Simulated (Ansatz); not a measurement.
## Run report: FePt, geometry relaxation (part 1 of 2)

- system: FePt (P4/mmm, 2 atoms in the cell)
- method: DFT PBE, scalar-relativistic, plane waves, PAW, spin-polarised (Ansatz 0.2.0)

The structure was made by a generator, so it may or may not be a known phase. Figures and captions count atoms from 1; the log counts them from 0 in places.

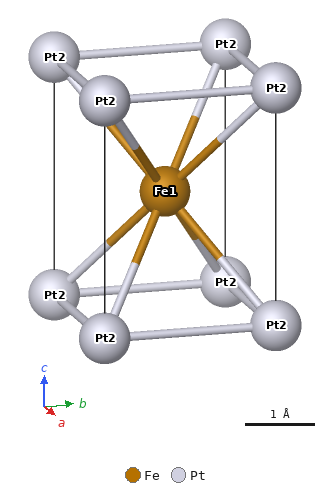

The input geometry (ball-and-stick view of the cell of the calculation, seen slightly off an axis; atoms are numbered from 1 in the order of the input). An atom can appear more than once, as a periodic image.

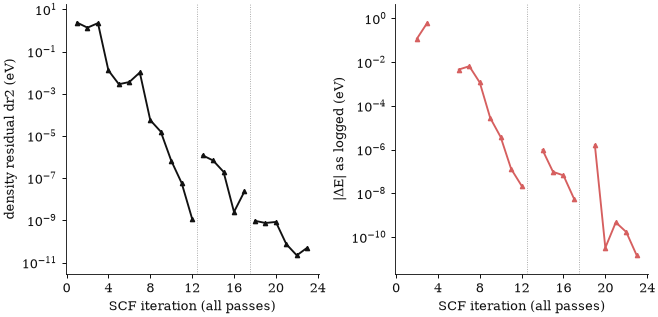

Convergence of the self-consistent field: density residual dr2 and size of the energy change against the SCF iteration. The dotted lines part the SCF passes of the relaxation: geometry steps, rejected trials and re-solves on a re-selected basis. The passes take 12, 5 and 6 iterations.

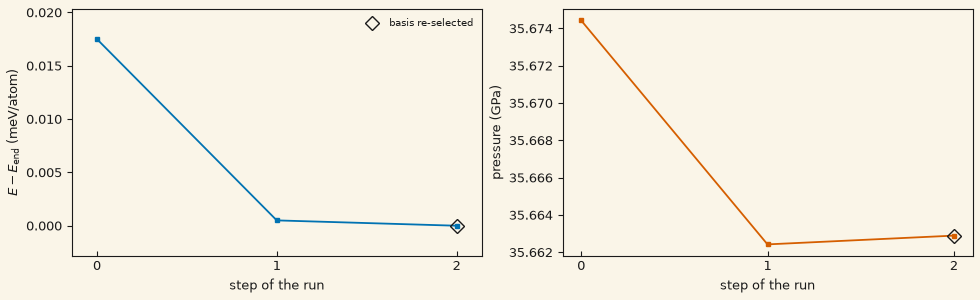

Progress of the relaxation, step by step (the first geometry is step 0 here and step 1 in the log). The energy falls by next to nothing (0.0 meV per atom) in 1 geometry step. All forces vanish by symmetry, so only the cell relaxes. Pressure: 35.67 GPa at the start and 35.66 GPa at the end. The atoms keep their places relative to the cell (all moves are under 0.005 Å). The space group stays P4/mmm (No. 123). A last SCF at the same geometry on a re-selected plane-wave basis shifts the energy by next to nothing (0.0 meV per atom). (Atoms are counted from 1 in the order of the input.)

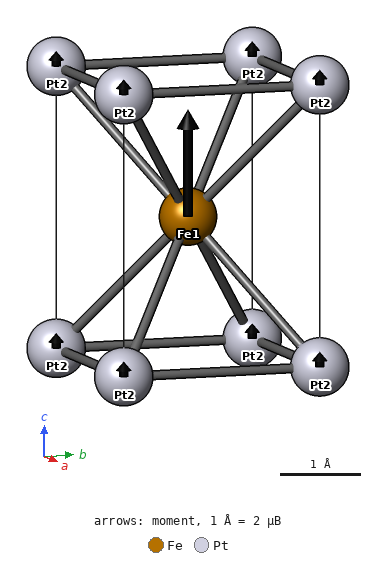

Magnetic moments of the sites as black arrows (ball-and-stick view of the cell of the calculation, seen slightly off an axis; atoms are numbered from 1 in the order of the input); small moments hardly show. The run is collinear, so the axis drawn is arbitrary. Site moments: Fe1 (2.74 μB); Pt2 (0.39 μB). They are counted near the atoms and needn't add up to the moment of the cell.

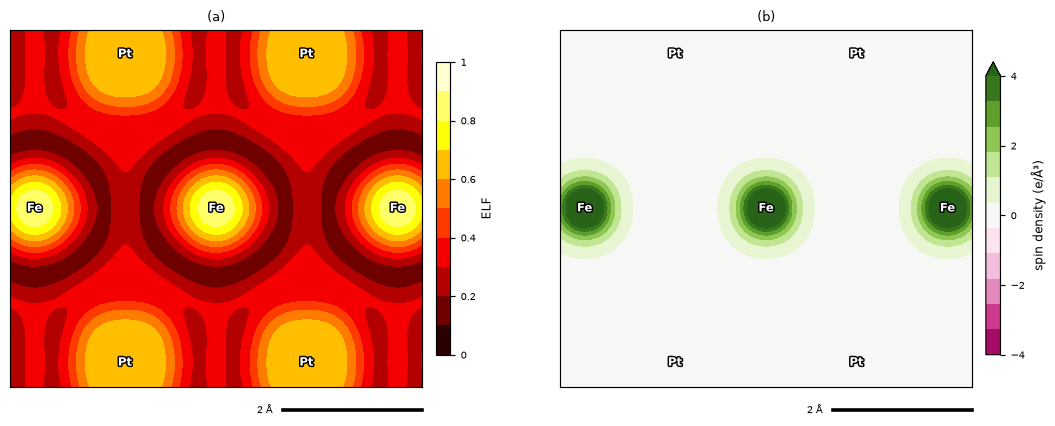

(a) electron localisation function; (b) spin density (up minus down) on the (011̄) plane of the conventional cell. The section cuts through Fe and Pt sites. Fe–Pt (2.58 Å): the ELF is about 0.30 at the midpoint; no localised pair between them. Fe–Fe (2.62 Å): the ELF is about 0.25 at the midpoint (no shared electron pair). Pt–Pt (2.62 Å): the ELF is about 0.30 at the midpoint (no localised pair between them). The strong features right at Fe and Pt lie inside the PAW spheres (semicore, d or f shells) and say nothing about bonding. The cell of the calculation (2 atoms) carries 3.1 μB net. Core electrons are frozen (PAW), so the fields are smoothed inside the atomic spheres.

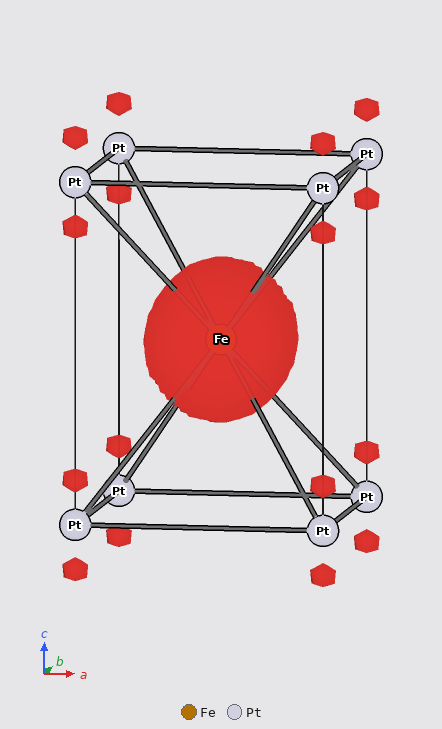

Isosurfaces of the spin density (up minus down) at +0.2 (red) and −0.2 e/Å³ (blue), seen at an oblique angle. Sticks mark near contacts. The outline is the cell set on symmetry axes. The cell of the calculation (2 atoms) carries 3.1 μB net. Only one sign reaches the isovalue.

The input that produced these results follows, with the program's output.

**The input**
```yaml
crystal:
  lattice:
    - [2.6168345321, 0.0, 0.0]
    - [0.0, 2.6168345321, 0.0]
    - [0.0, 0.0, 3.603803674]
  atoms:
    - { symbol: Fe, position: [0.5, 0.5, 0.5], spin: 3.28 }
    - { symbol: Pt, position: [0.0, 0.0, 0.0], spin: 0.42 }
basis:
  ecutwfc: 420
kpoints:
  mp_grid: { grid: [20, 20, 14] }
hamiltonian:
  xc: pbe
scf:
  occupations: { method: gaussian, width: 0.1 }
output:
  forces: true
  stress: true
  eigenvalues: true
  populations: true
  write_density: true
  write_potential: true
  elf: true
  volumetric_format: npy
magnetization:
  spin_polarized: true
relax:
  adjacent_minimum: "off"
  f_tol: 0.01
  max_steps: 30
  cell: { stress_tol: 0.1, fix: [volume] }
```

Command:
```bash
ansatz run input.yaml --threads 4 --pin off --max-ram 8192MiB --backend cpu --events-out ev --progress --plain --runs-dir out
```

**The program's output**
```
Engine: ansatz 0.2.0, x86_64-unknown-linux-gnu
Pseudopotentials: kind: paw
Pseudopotential: Fe, paw, valence charge 16, recommended cutoff 420 eV (normal), Fe.paw.azcp
Pseudopotential: Pt, paw, valence charge 18, recommended cutoff 420 eV (normal), Pt.paw.azcp
Functional definition: PBE
  parameter kappa = 0.804
  parameter beta = 0.06672455060314922
  exchange = pbe_x(kappa = kappa, mu = beta*pi^2/3)
  correlation = pbe_c(beta = beta)
Crystal: 2 atoms, lattice volume = 24.678 Å³
Basis set: ecut = 420 eV, 505 PW (Γ), exchange–correlation on 36×36×50 points (8 copies of the dense FFT grid, shifted against one another)
Bands: 23, of which v1, the nominal top of the filled ones, is band 17 counted from 1 (16 counted from 0)
Symmetry: 16 space group operations
Space group: P4/mmm (ITA 123), of the structure as read, at distance tolerance 2.9e-5 Å
Magnetic group: BNS 123.339 (UNI 999), of the structure as read, at distance tolerance 2.9e-5 Å
k-points: 528 of 5600
Non-local potential: Fe, projectors of the file, l = 0: 3, l = 1: 2, l = 2: 3, l = 3: 1
Non-local potential: Pt, projectors of the file, l = 0: 3, l = 1: 2, l = 2: 2, l = 3: 1
PAW form: soft (Blöchl's): semilocal exchange-correlation on the pseudo side does not see the compensation charge
PAW one-centre angular grid: Fe, 590 points (default); XC on 64 Gauss nodes
PAW one-centre angular grid: Pt, 590 points (default); XC on 64 Gauss nodes
Initial density: superposition of atomic densities (chi_scale 0.1, normalization cell)
Starting moments: Σ|m| = 3.7 μB on 2 of 2 sites
Initial wavefunctions: pseudopotential atomic-orbital guess
Functional: x = pbe(κ = 0.804, μ = 0.2195149727645171), c = pbe(β = 0.06672455060314922)
SCF iter   1: F=—  HF=-17003.463312 eV  |F-HF|=—  |Δ(HF+E_count)|=         —  Δρ=5.59e-2 (↑4.22e-2 ↓5.59e-2)  dr2=2.36e0  dr2_m=4.75e-2  M=3.245 μB ∫|m|=3.304 μB  β_m=0.30  ethr=3.10e-3  ⟨swp⟩=4.7  Hψ=90405  notcnv=0
Mixer restart at iter 1: flushing history
preconditioner: auto → none  [metal: Δε(μ)=0.002 eV  Ē_g=10.609 eV  σ=0.100 eV  W_gap=0.01  n_scr=6 (ndim 8)  ℏωp=31.7 eV  f_vac=0.000  D(μ)=1.23/eV (n_scr^D=14)  sad-step TF]
SCF iter   2: F=—  HF=-17003.344591 eV  |F-HF|=—  |Δ(HF+E_count)|=   1.19e-1  Δρ=3.96e-2 (↑2.91e-2 ↓3.96e-2)  dr2=1.36e0  dr2_m=2.78e-2  M=3.209 μB ∫|m|=3.287 μB  β_m=0.61  ethr=3.10e-3  ⟨swp⟩=2.0  Hψ=37484  notcnv=0  defer=1403
SCF iter   3: F=—  HF=-17003.989296 eV  |F-HF|=—  |Δ(HF+E_count)|=   6.45e-1  Δρ=5.71e-2 (↑5.71e-2 ↓3.95e-2)  dr2=2.23e0  dr2_m=2.05e-2  M=3.170 μB ∫|m|=3.282 μB  β_m=0.43  ethr=3.10e-3  ⟨swp⟩=3.2  Hψ=49834  notcnv=0  defer=1445
SCF iter   4: F=—  HF=-17003.599820 eV  |F-HF|=—  |Δ(HF+E_count)|=         —  Δρ=7.94e-3 (↑5.51e-3 ↓7.94e-3)  dr2=1.28e-2  dr2_m=5.41e-3  M=3.136 μB ∫|m|=3.260 μB  β_m=0.43  ethr=3.10e-3  ⟨swp⟩=2.6  Hψ=44688  notcnv=0  defer=1463
Mixer restart at iter 4: flushing history
SCF iter   5: F=—  HF=-17003.623478 eV  |F-HF|=—  |Δ(HF+E_count)|=         —  Δρ=8.45e-3 (↑8.45e-3 ↓6.40e-3)  dr2=2.84e-3  dr2_m=1.10e-2  M=3.098 μB ∫|m|=3.224 μB  β_m=0.43  ethr=3.76e-5  ⟨swp⟩=2.6  Hψ=46626  notcnv=0  defer=1393
Mixer restart at iter 5: flushing history
SCF iter   6: F=—  HF=-17003.628083 eV  |F-HF|=—  |Δ(HF+E_count)|=   4.61e-3  Δρ=6.13e-3 (↑3.05e-3 ↓6.13e-3)  dr2=3.60e-3  dr2_m=4.39e-3  M=3.091 μB ∫|m|=3.221 μB  β_m=0.66  ethr=8.36e-6  ⟨swp⟩=2.4  Hψ=40162  notcnv=0  defer=1390
SCF iter   7: F=—  HF=-17003.634616 eV  |F-HF|=—  |Δ(HF+E_count)|=   6.53e-3  Δρ=5.06e-3 (↑5.06e-3 ↓1.77e-3)  dr2=1.02e-2  dr2_m=7.14e-4  M=3.092 μB ∫|m|=3.224 μB  β_m=0.59  ethr=8.36e-6  ⟨swp⟩=2.0  Hψ=46110  notcnv=0  defer=1394
SCF iter   8: F=—  HF=-17003.633432 eV  |F-HF|=—  |Δ(HF+E_count)|=   1.18e-3  Δρ=5.19e-4 (↑3.49e-4 ↓5.19e-4)  dr2=5.62e-5  dr2_m=2.71e-5  M=3.082 μB ∫|m|=3.218 μB  β_m=0.64  ethr=8.36e-6  ⟨swp⟩=2.7  Hψ=45486  notcnv=0  defer=1382
SCF iter   9: F=—  HF=-17003.633404 eV  |F-HF|=—  |Δ(HF+E_count)|=   2.83e-5  Δρ=1.58e-4 (↑1.58e-4 ↓1.45e-4)  dr2=1.61e-5  dr2_m=1.59e-7  M=3.082 μB ∫|m|=3.218 μB  β_m=0.62  ethr=1.65e-7  ⟨swp⟩=2.1  Hψ=39459  notcnv=0  defer=1377
SCF iter  10: F=—  HF=-17003.633400 eV  |F-HF|=—  |Δ(HF+E_count)|=   3.76e-6  Δρ=3.72e-5 (↑3.72e-5 ↓2.13e-5)  dr2=6.81e-7  dr2_m=4.48e-8  M=3.082 μB ∫|m|=3.218 μB  β_m=0.63  ethr=4.73e-8  ⟨swp⟩=2.0  Hψ=33628  notcnv=0  defer=1377
SCF iter  11: F=—  HF=-17003.633400 eV  |F-HF|=—  |Δ(HF+E_count)|=   1.31e-7  Δρ=1.68e-5 (↑1.68e-5 ↓7.13e-6)  dr2=5.89e-8  dr2_m=2.06e-8  M=3.082 μB ∫|m|=3.218 μB  β_m=0.80  ethr=2.00e-9  ⟨swp⟩=2.3  Hψ=36190  notcnv=0  defer=1377
SCF iter  12: F=-17003.633400 eV  HF=-17003.633400 eV  |F-HF|=7.09e-10  |Δ(HF+E_count)|=   2.23e-8  Δρ=2.44e-6 (↑2.44e-6 ↓1.09e-6)  dr2=1.19e-9  dr2_m=4.67e-10  M=3.082 μB ∫|m|=3.218 μB  ethr=1.73e-10  ⟨swp⟩=8.5  Hψ=146045  notcnv=0
SCF 1 converged in 12 iterations: F = -17003.633400 eV  dr2 = 1.19e-9
  greatest PAW one-centre occupation: 1.002 electrons in one spin orbital (limit 2), on the Fe atom at site 0 (counted from 0), in its partial waves of l = 1
relax step   1: F+E_penalty+E_count = -17003.63340046 eV  Δ(F+E_penalty+E_count) = +0.000e0 eV  max|allowed force component| = 3.155e-30 eV/Å  Δτ_max = 0.0000 Å  P = +35.674 GPa  Ω = 24.678 Å³  fix = [volume]  reactions: volume +35.674 GPa  (12 SCF iters, dr2 threshold 1.00e-7 eV, accepted)
Initial density: handed on by an earlier stage of this run
Starting moments: Σ|m| = 3.7 μB on 2 of 2 sites; this step starts from the density that it was given
Initial wavefunctions: those handed on with the density
iter 1 solved again at ethr=1.09e-8 eV; its pass at ethr=3.10e-3 eV (dr2=3.72e-6 eV) is discarded
```
